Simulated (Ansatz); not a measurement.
**Geometry relaxation of WSi2 (part 2 of 2)**

Continued. System: WSi2 (slab, 9 atoms in the cell). Method: DFT PBE, scalar-relativistic, plane waves, PAW, no spin polarisation (Ansatz 0.2.0); cutoff 420 eV, 11×11×1 k-mesh, Gaussian smearing of 0.1 eV. The structure derives from a Materials Project entry. It belongs to a series of runs on one base structure; here: (0 0 1) slab, atoms relaxed.

Geometry of the input (Å; fractional positions):
```
3.2291  0.0000  0.0000
0.0000  3.2291  0.0000
0.0000  0.0000  25.4697
Si 0.0000  0.0000  0.2945
W  0.5000  0.5000  0.3456
Si 0.0000  0.0000  0.3967
Si 0.5000  0.5000  0.4489
W  0.0000  0.0000  0.5000
Si 0.5000  0.5000  0.5511
Si 0.0000  0.0000  0.6033
W  0.5000  0.5000  0.6544
Si 0.0000  0.0000  0.7055
```

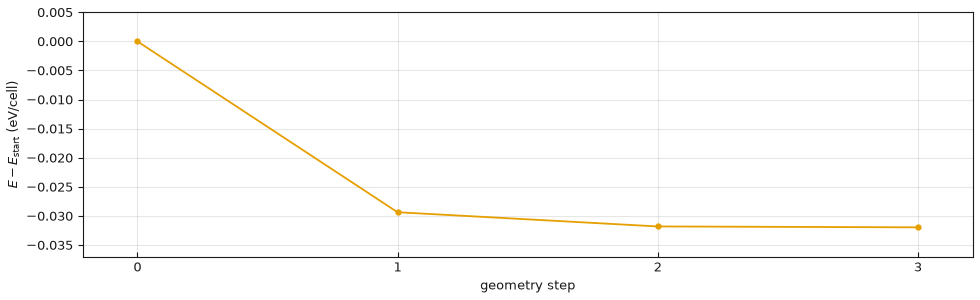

Figure 1. Progress of the relaxation, step by step (the first geometry is step 0 here and step 1 in the log).

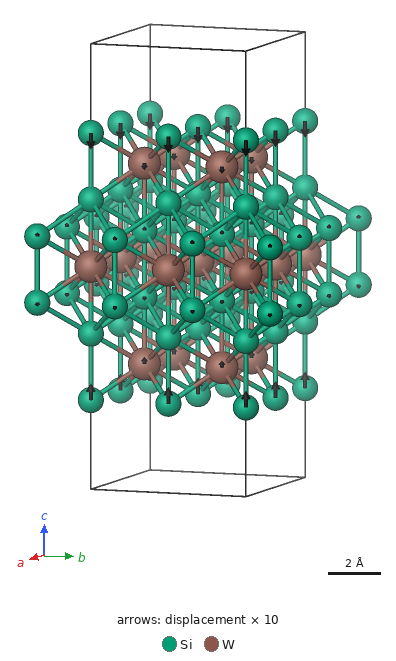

Figure 2. The starting structure with the displacements as black arrows, magnified 10 times (ball-and-stick view of the 2 × 2 repeat of the cell, with the vacuum cut short, with bonded neighbours outside it, seen slightly off an axis). The largest moves, 0.066 Å, are those of Si1 and Si9. By element the largest moves are Si 0.066 Å, W 0.028 Å. The lattice vectors keep their values. Distances before and after: Si1–Si3 2.603 → 2.545 Å, Si6–W8 2.632 → 2.588 Å, Si4–Si6 2.603 → 2.634 Å, Si1–W2 2.628 → 2.610 Å. Over 3 geometry steps the energy falls by 32.0 meV per cell of the calculation. Largest force component: 0.4 eV/Å at the start, 0.0096 eV/Å at the end. (Atoms are counted from 1 in the order of the input.)

```
SCF converged after 5 iterations
Free energy (F): -34969.139264 eV
Harris-Foulkes:  -34969.139264 eV  (|F-HF|=4.64e-9)
Internal energy: -34969.117043 eV  (E = F + TS)
E sigma→0 (E₀):  -34969.128154 eV
Entropy (-TS):   -0.022222 eV (-2.469 meV/atom)
Fermi energy:    5.187712 eV
Dipole field:    D = 0.000000 V/Å  (p = 0.000001 e·Å, saw-weighted, corrected)
Work function:   Φ+ = 4.4780 eV   Φ− = 4.4780 eV
Levels:          The Fermi level and band energies are counted from a zero that moves with the ramp; work functions are not
--- Per-component energies (eV) ---
  E_band       = -979.462490
  E_kinetic    = 1611.771480
  E_local      = -51287.215042  (includes V_loc(G=0)·N_el)
  E_nonlocal   = 154.917197
  E_hartree    = 24969.598011
  E_xc         = -1139.518028
  E_vxc        = -1007.109743  (∫ρ·V_xc dr)
  E_paw        = -28764.279943  (= ΣΔE_a)
  E_vpaw       = -391.020260  (= ΣTr[D̂ρ^β])
  E_aug_tail   = -0.000199  (compensation charges beyond the density's cutoff)
  E_efield     = 0.000000  (sawtooth field / dipole correction)
  E_vefield    = 0.000000  (∫n·V_field dr)
  E_ewald      = 19485.609480
  E_smearing   = -0.022222  (= −TS)
  E_closure    = -0.000000  (closes the sum)
  Σ components = -34969.139264   (vs F -34969.139264, Δ=0.00e0)
--- Forces (eV/Å), atoms counted from 1 ---
  atom   1  Si    -0.00000000     0.00000000     0.00159899
  atom   2  W      0.00000000     0.00000000    -0.00249866
  atom   3  Si    -0.00000000     0.00000000    -0.00579950
  atom   4  Si    -0.00000000     0.00000000    -0.00956879
  atom   5  W      0.00000000     0.00000000     0.00000135
  atom   6  Si     0.00000000     0.00000000     0.00956802
  atom   7  Si     0.00000000     0.00000000     0.00579844
  atom   8  W     -0.00000000     0.00000000     0.00249842
  atom   9  Si     0.00000000     0.00000000    -0.00159853
  max |Σ_I F_I| component: 2.46e-7 eV/Å
--- Band table (eV; the first three rows and the last of 21) ---
  k-point 0: bands = ["-68.4799", "-68.4799", "-68.4227", "-32.7618", "-32.7610", "-32.7516", "-32.7516", "-32.7516", "-32.7516", "-32.7154", "-32.6910", "-32.6910", "-8.3194", "-7.5624", "-5.9515", "-4.8571", "-2.9834", "-0.7932", "-0.2118", "1.6852", "1.8341", "2.0713", "2.7651", "2.7651", "2.8007", "3.0830", "3.4237", "3.4237", "4.6709", "4.6709", "5.7201", "5.7201", "5.9200", "5.9606", "5.9855", "6.1480", "6.1807", "6.9639", "6.9639", "8.0500", "8.0500", "8.1036"]
  k-point 1: bands = ["-68.4793", "-68.4793", "-68.4221", "-32.7682", "-32.7682", "-32.7598", "-32.7591", "-32.7500", "-32.7500", "-32.7136", "-32.7074", "-32.6894", "-8.1892", "-7.4382", "-5.8083", "-4.7574", "-2.9006", "-0.7802", "-0.1252", "1.4663", "1.6587", "2.0582", "2.2894", "2.7650", "2.8399", "3.0005", "3.3804", "3.4533", "4.4421", "4.6920", "5.0765", "5.3320", "5.4505", "5.6468", "5.8697", "6.3619", "6.7308", "6.8865", "7.5730", "7.6824", "8.1940", "8.7587"]
  k-point 2: bands = ["-68.4778", "-68.4778", "-68.4207", "-32.8125", "-32.8124", "-32.7549", "-32.7547", "-32.7504", "-32.7459", "-32.7459", "-32.7088", "-32.6853", "-7.8050", "-7.0744", "-5.3924", "-4.4651", "-2.6802", "-0.8726", "0.0776", "0.5348", "0.9365", "1.8901", "1.9798", "2.6847", "3.0234", "3.0381", "3.1440", "3.4502", "3.9592", "4.3116", "4.3370", "4.7441", "4.9671", "5.6263", "5.6893", "6.4192", "6.9024", "7.0579", "7.4511", "8.1594", "8.6156", "9.0029"]
  k-point 20: bands = ["-68.4663", "-68.4663", "-68.4091", "-32.9247", "-32.9247", "-32.9243", "-32.9243", "-32.8626", "-32.8622", "-32.7177", "-32.7177", "-32.6724", "-4.1230", "-4.0259", "-3.9521", "-1.9355", "-1.4577", "-1.3375", "-0.8955", "-0.4377", "-0.1093", "0.6014", "1.0076", "1.4343", "1.5044", "1.5120", "1.5366", "2.5590", "2.7645", "3.0353", "3.3972", "3.4556", "3.8735", "5.1691", "6.4677", "7.4057", "8.0209", "8.1172", "8.1647", "8.2875", "8.3942", "8.6821"]
--- Relaxed structure (4 steps of the walk, 4 accepted, 0 SCFs on fresh bases) ---
  F+E_penalty+E_count = -34969.13926441 eV   max|allowed force component| = 9.569e-3 eV/Å
  atoms:
    - { symbol: Si, position: [4.918415630055395e-35, 0.0, 0.29703962198331985] }
    - { symbol: W, position: [0.5, 0.5, 0.3466561634472445] }
    - { symbol: Si, position: [4.172887366131209e-35, 0.0, 0.39697658645759426] }
    - { symbol: Si, position: [0.5, 0.5, 0.4482859995404533] }
    - { symbol: W, position: [6.316281124913245e-36, 0.0, 0.4999999979324236] }
    - { symbol: Si, position: [0.5, 0.5, 0.5517140017529012] }
    - { symbol: Si, position: [-3.282395273110653e-35, 0.0, 0.6030234149473593] }
    - { symbol: W, position: [0.5, 0.5, 0.653343836763993] }
    - { symbol: Si, position: [-5.518980064883212e-35, 0.0, 0.7029603771747098] }
```

## Trajectory as extended XYZ (Å, eV, eV/Å), 4 frames, from step=1 to step=4
```
9
Lattice="3.2291 0.0000 0.0000 0.0000 3.2291 0.0000 0.0000 0.0000 25.4697" Properties=species:S:1:pos:R:3:forces:R:3 step=1 energy=-34969.10731
Si    0.0000    0.0000    7.5000    0.0000   0.0000   0.3246
W     1.6146    1.6146    8.8014    0.0000   0.0000   0.2066
Si    0.0000    0.0000   10.1028    0.0000   0.0000  -0.2966
Si    1.6146    1.6146   11.4335    0.0000   0.0000  -0.4016
W     0.0000    0.0000   12.7349    0.0000   0.0000   0.0000
Si    1.6146    1.6146   14.0363    0.0000   0.0000   0.4016
Si    0.0000    0.0000   15.3669    0.0000   0.0000   0.2966
W     1.6146    1.6146   16.6683    0.0000   0.0000  -0.2066
Si    0.0000    0.0000   17.9697    0.0000   0.0000  -0.3246
9
Lattice="3.2291 0.0000 0.0000 0.0000 3.2291 0.0000 0.0000 0.0000 25.4697" Properties=species:S:1:pos:R:3:forces:R:3 step=2 energy=-34969.13667
Si    0.0000    0.0000    7.5608    0.0000   0.0000   0.0282
W     1.6146    1.6146    8.8373    0.0000   0.0000  -0.1820
Si    0.0000    0.0000   10.1033    0.0000   0.0000   0.1354
Si    1.6146    1.6146   11.4178    0.0000   0.0000   0.0235
W     0.0000    0.0000   12.7349    0.0000   0.0000   0.0000
Si    1.6146    1.6146   14.0520    0.0000   0.0000  -0.0235
Si    0.0000    0.0000   15.3664    0.0000   0.0000  -0.1354
W     1.6146    1.6146   16.6325    0.0000   0.0000   0.1820
Si    0.0000    0.0000   17.9089    0.0000   0.0000  -0.0282
9
Lattice="3.2291 0.0000 0.0000 0.0000 3.2291 0.0000 0.0000 0.0000 25.4697" Properties=species:S:1:pos:R:3:forces:R:3 step=3 energy=-34969.13911
Si    0.0000    0.0000    7.5601    0.0000   0.0000   0.0168
W     1.6146    1.6146    8.8278    0.0000   0.0000  -0.0290
Si    0.0000    0.0000   10.1065    0.0000   0.0000   0.0293
Si    1.6146    1.6146   11.4164    0.0000   0.0000   0.0044
W     0.0000    0.0000   12.7349    0.0000   0.0000   0.0000
Si    1.6146    1.6146   14.0533    0.0000   0.0000  -0.0044
Si    0.0000    0.0000   15.3632    0.0000   0.0000  -0.0293
W     1.6146    1.6146   16.6419    0.0000   0.0000   0.0290
Si    0.0000    0.0000   17.9097    0.0000   0.0000  -0.0168
9
Lattice="3.2291 0.0000 0.0000 0.0000 3.2291 0.0000 0.0000 0.0000 25.4697" Properties=species:S:1:pos:R:3:forces:R:3 step=4 energy=-34969.13926
Si    0.0000    0.0000    7.5655    0.0000   0.0000   0.0016
W     1.6146    1.6146    8.8292    0.0000   0.0000  -0.0025
Si    0.0000    0.0000   10.1109    0.0000   0.0000  -0.0058
Si    1.6146    1.6146   11.4177    0.0000   0.0000  -0.0096
W     0.0000    0.0000   12.7349    0.0000   0.0000   0.0000
Si    1.6146    1.6146   14.0520    0.0000   0.0000   0.0096
Si    0.0000    0.0000   15.3588    0.0000   0.0000   0.0058
W     1.6146    1.6146   16.6405    0.0000   0.0000   0.0025
Si    0.0000    0.0000   17.9042    0.0000   0.0000  -0.0016
```

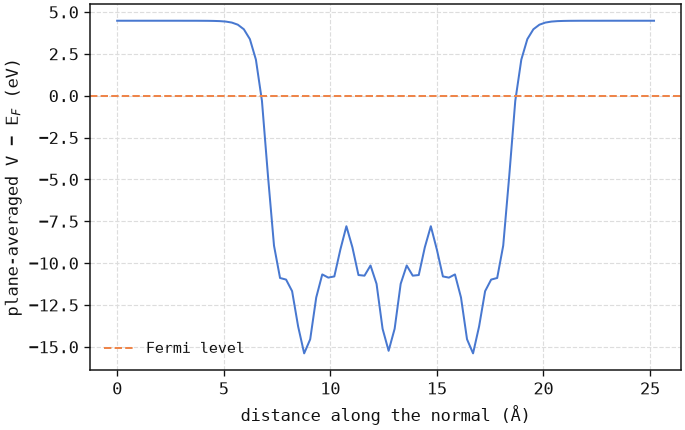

Figure 3. Plane average of the electrostatic potential energy of an electron across the cell, from the Fermi level. The vacuum level lies 4.48 eV above the Fermi level.

## Key numbers

- outcome: converged
- electrons treated: 66
- free energy: −34969.1393 eV
- work function, top face: 4.48 eV
- work function, bottom face: 4.48 eV
- Fermi energy: 5.188 eV
- gap on the k-point mesh: none (metallic)
- final volume: 265.58 Å³
- work function (upper face): 4.48 eV
- largest force (length of the vector) at the end: 0.010 eV/Å
- hardware: 4 threads of Arm Neoverse V2, 128 GiB of memory available, shared host
- wall time: 25 s (CPU time 97 s)
- peak memory: 0.7 GiB

Spin–orbit coupling is left out, which matters for W.
